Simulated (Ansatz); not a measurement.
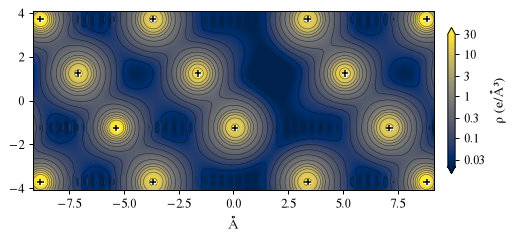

The valence charge density (pseudo) on a plane through atoms (crosses mark nuclei in the plane).

Level of theory: DFT PBE, scalar-relativistic, plane waves, PAW (Ansatz 0.2.0).

Candidates:
A. Ge₂Sb₂Te₅, a = 4.29 Å, b = 4.29 Å, c = 17.63 Å, α = 90.00°, β = 90.00°, γ = 120.00°. Space group P-3m1; a structure from a database of computed crystals, not necessarily the ambient phase.
B. CsPb₂Br₅, a = 8.61 Å, b = 8.61 Å, c = 16.07 Å, α = 90.00°, β = 90.00°, γ = 90.00°. Space group I4/mcm; a structure from a database of computed crystals, not necessarily the ambient phase.

Which system is this?

Answer. Candidate A: Ge₂Sb₂Te₅ on the (110) plane of the conventional cell, which holds Ge, Sb and Te. Ge–Te (3.00 Å): ρ is about 0.26 e/Å³ halfway. Sb–Te (3.01 Å): ρ at the midpoint is about 0.31 e/Å³.
